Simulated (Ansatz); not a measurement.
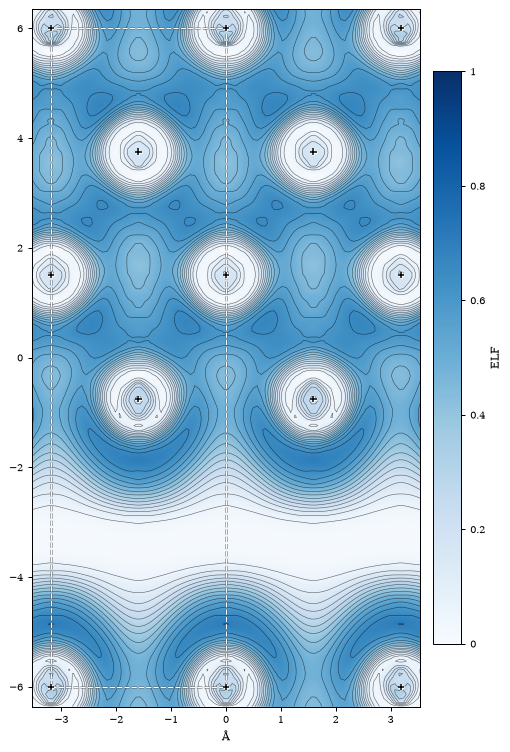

The ELF on a plane through atoms (crosses mark nuclei in the plane).

The calculation used Ansatz 0.2.0, DFT r2SCAN, scalar-relativistic, plane waves, PAW.

Candidates:
A. LiNbO$_{2}$, a = 2.92 Å, b = 2.92 Å, c = 10.46 Å, α = 90.00°, β = 90.00°, γ = 120.00°. Space group P6₃/mmc; not relaxed (largest force 1.2 eV/Å); computed pressure about 3 GPa in this cell.
B. Al, a = 3.19 Å, b = 4.51 Å, c = 12.02 Å, α = 90.00°, β = 90.00°, γ = 90.00°. Space group Cmme; a structure from a database of computed crystals, not necessarily the ambient phase.

Question: Which candidate gave the map?

Answer: Candidate B: Al on the (010) plane of the conventional cell, which holds Al. Al–Al (2.76 Å): the ELF peaks at about 0.65 between the atoms.
